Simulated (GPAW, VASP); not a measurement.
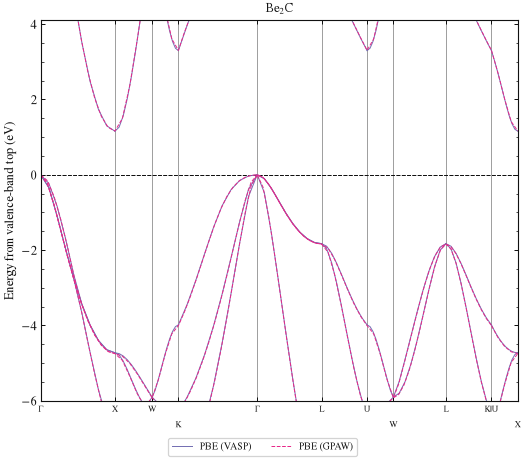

Band structures of antifluorite-type Be2C, space group Fm-3m (No. 225), 3 atoms in the primitive cell (cubic a = 4.330 Å), by two programs with one functional on the same cell. Each is counted from its own valence-band top.

**What changes from one program to the other?**

The gap hardly changes: PBE (VASP) gives a gap of 1.16 eV along the path and PBE (GPAW) gives a gap of 1.16 eV along the path.

Settings. PBE (VASP): VASP PAW PBE potentials, release 64 (C, Be), no spin polarisation, no spin-orbit coupling, 12×12×12 k mesh, 520 eV cutoff, Gaussian smearing of 0.02 eV (VASP 6.6.1). PBE (GPAW): GPAW PAW data sets (gpaw-data 1.2.1), no spin polarisation, no spin-orbit coupling, 11×11×11 k mesh, 800 eV cutoff, Fermi-Dirac smearing of 0.05 eV (GPAW).

LDA, GGA and most meta-GGA functionals understate gaps.
